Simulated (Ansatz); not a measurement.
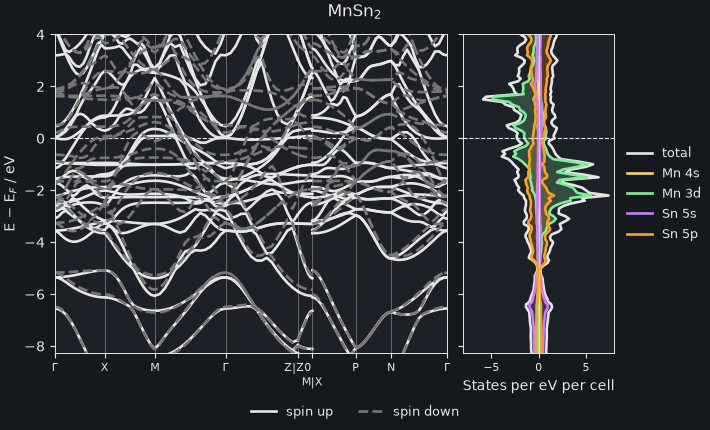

Band structure and density of states. Energies are counted from the Fermi level. The partial curves are projected on Löwdin-orthogonalised atomic shells. Spin-down states are drawn negative.

The Ansatz input:

```
crystal:
  lattice:
    - [-3.3221551052, 3.3221551052, 2.706411884]
    - [3.3221551052, -3.3221551052, 2.706411884]
    - [3.3221551052, 3.3221551052, -2.706411884]
  atoms:
    - { symbol: Mn, position: [0.75, 0.75, 0.0], spin: 2.73 }
    - { symbol: Mn, position: [0.25, 0.25, 0.0], spin: 2.73 }
    - { symbol: Sn, position: [0.164970354, 0.664970354, 0.8299407079] }
    - { symbol: Sn, position: [0.664970354, 0.835029646, 0.5] }
    - { symbol: Sn, position: [0.835029646, 0.335029646, 0.1700592921] }
    - { symbol: Sn, position: [0.335029646, 0.164970354, 0.5] }
basis:
  ecutwfc: 420
kpoints:
  mp_grid: { grid: [8, 8, 8] }
  band_path:
    path:
      - [[0.0, 0.0, 0.0], [0.0, 0.0, 0.5], [-0.5, 0.5, 0.5], [0.0, 0.0, 0.0], [0.41591589, 0.41591589, -0.41591589]]
      - [[-0.41591589, 0.58408411, 0.41591589], [-0.5, 0.5, 0.5]]
      - [[0.0, 0.0, 0.5], [0.25, 0.25, 0.25], [0.0, 0.5, 0.0], [0.0, 0.0, 0.0]]
    npoints: 14
hamiltonian:
  xc: pbesol
scf:
  occupations: { method: gaussian, width: 0.1 }
  n_extra_bands: 15
output:
  forces: true
  stress: true
  eigenvalues: true
  populations: true
  dos: { projected: true, de: 0.02, nscf_kmesh: { grid: [12, 12, 12] } }
  bader: true
  write_density: true
  write_potential: true
  elf: true
  volumetric_format: npy
magnetization:
  spin_polarized: true
```

Launched with:
```bash
ansatz run input.yaml --threads 1 --pin off --max-ram 2560MiB --backend cpu --events-out ev --progress --plain --runs-dir out
```

Question: Metal, semiconductor or insulator?

Answer: A metal: bands cross the Fermi level along this path.

Question: Where is the centre of the Mn 3d band?

Answer: Over the range shown, the centre of the Mn 3d weight lies 0.6 eV below the Fermi level, and about 60 % of the shell is filled.

Question: Which states dominate at the Fermi level?

Answer: By projected weight, the states within 0.3 eV of the Fermi level are Mn 3d (60 %) and Sn 5p (30 %).

Question: How spin-polarised are the states at the Fermi level?

Answer: At the Fermi level spin up gives about 1.4 and spin down about 2.1 states per eV, a polarisation (up − down)/(up + down) of about −0.2.
